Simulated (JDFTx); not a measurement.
# Energy of InAs along an even scaling of the cell

System: InAs (F-43m, 2 atoms in the cell).
Method: Kohn-Sham DFT of a periodic cell, PBE, PseudoDojo-SR-PBE-0.5-standard, no spin polarisation (JDFTx 1.7.0 (patched build)).

The 7 runs differ only in the geometry, by an even scaling of the cell at fixed fractional positions. The structure derives from an entry of the Crystallography Open Database.

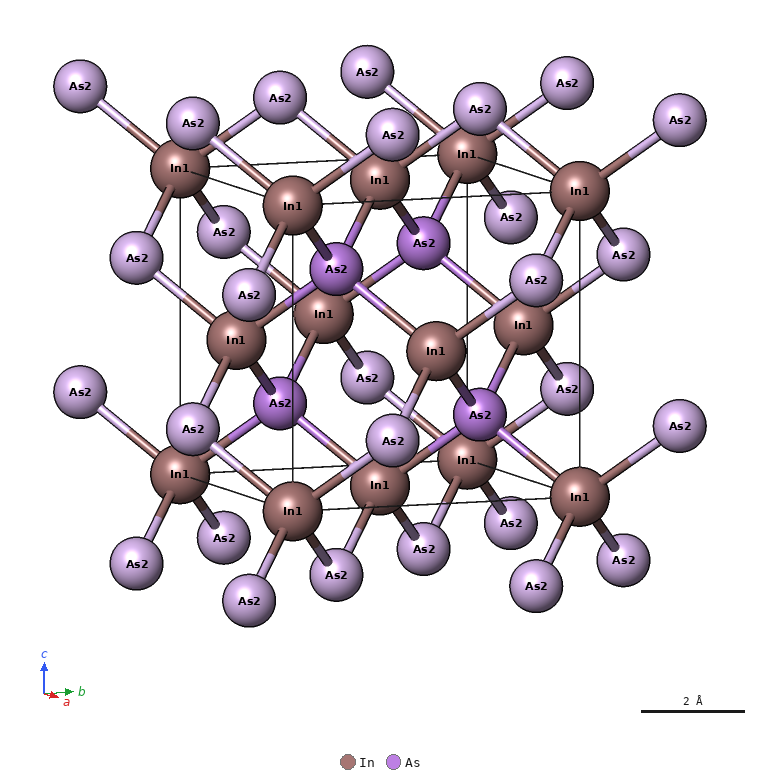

Figure 1. The structure of run 4 (ball-and-stick view of the cell 4 times as large as that of the calculation, set on its symmetry axes, seen slightly off an axis; neighbours outside the cell are drawn fainter; atoms are numbered from 1 in the order of the input).

### Input of run 4
```
lattice \
    0.0000000000     5.7031934441     5.7031934441 \
    5.7031934441     0.0000000000     5.7031934441 \
    5.7031934441     5.7031934441     0.0000000000
coords-type Lattice
ion In     0.0000000000     0.0000000000     0.0000000000 1
ion As     0.7500000000     0.7500000000     0.7500000000 1

ion-species pseudo/In.upf
ion-species pseudo/As.upf
elec-cutoff 42
elec-ex-corr gga-PBE
kpoint-folding 8 8 8
elec-smearing Fermi 0.0018374661
elec-n-bands 21
electronic-SCF nIterations 100 energyDiffThreshold 1e-09
electronic-minimize nIterations 30 energyDiffThreshold 1e-7
forces-output-coords Cartesian

dump-name run.$VAR
dump End Ecomponents EigStats BandEigs Kpoints Forces Stress
```

Command:
```bash
jdftx -c 1 -i InAs.in -o InAs.out
```

Run 3 differs from it as follows:
```diff
-    0.0000000000     5.7031934441     5.7031934441 \
-    5.7031934441     0.0000000000     5.7031934441 \
-    5.7031934441     5.7031934441     0.0000000000
+    0.0000000000     5.6649158247     5.6649158247 \
+    5.6649158247     0.0000000000     5.6649158247 \
+    5.6649158247     5.6649158247     0.0000000000
```

### Results, with one run withheld

```tsv
run	volume per atom (Å³)	free energy per atom, from the lowest run given (meV)	pressure (GPa)	gap on the mesh (eV)
1	25.840	94.30	9.18	0.15
2	26.389	65.88	7.40	0.00
3	26.939	?	?	?
4	27.489	25.84	4.36	0.00
5	28.039	13.13	3.06	0.00
6	28.588	4.67	1.89	0.00
7	29.138	0.00	0.84	0.00
```

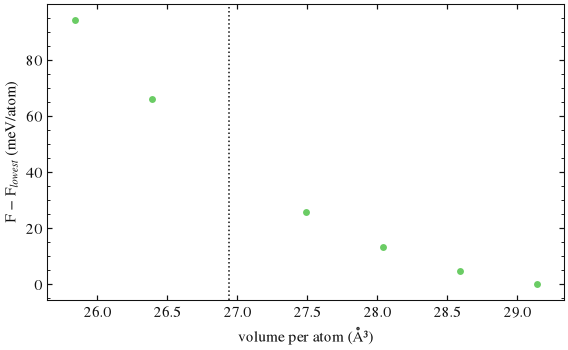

Figure 2. Free energy per atom of the runs given; the dotted line marks run 3.

What should run 3 give?

A cubic polynomial in V^(−2/3) (the Birch–Murnaghan form), fitted to the 6 runs given, misses them by under 0.01 meV per atom. With x = V^(−2/3) − 0.10966 Å⁻², it reads F = 24.528 + 9969.5 x + 9.7815e+05 x² + 2.8646e+06 x³ (meV per atom). At run 3 it gives 43.24 meV per atom, and the run itself gives 43.24. The slope of the fit gives a pressure −dF/dV of 5.81 GPa there, and the run prints 5.81 GPa. The fit has no minimum inside this range. The gap on the mesh lies between 0.00 eV (run 2) and 0.15 eV (run 1); run 3 has 0.00 eV. These are gaps of this functional on this mesh, which can miss the band edges; they aren't the measured gap.

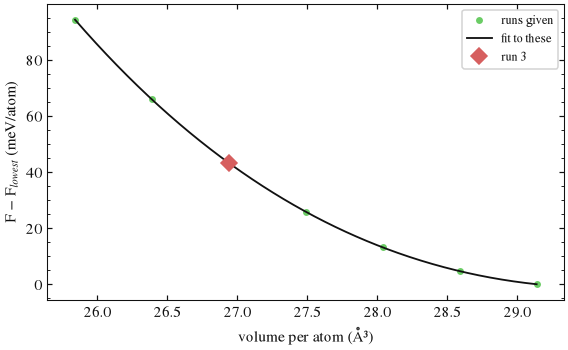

Figure 3. The fit and the withheld run.

### Some lines of the output (run 3)
```
[...]
unit cell volume = 363.589
     Etot =     -152.6218309056349653
        F =     -152.6218512504001410
	HOMO-LUMO gap: +0.037315
	Optical gap  : +0.051027 at state 1 ( [ +0.000000 +0.000000 +0.125000 ] spin 0 )
```
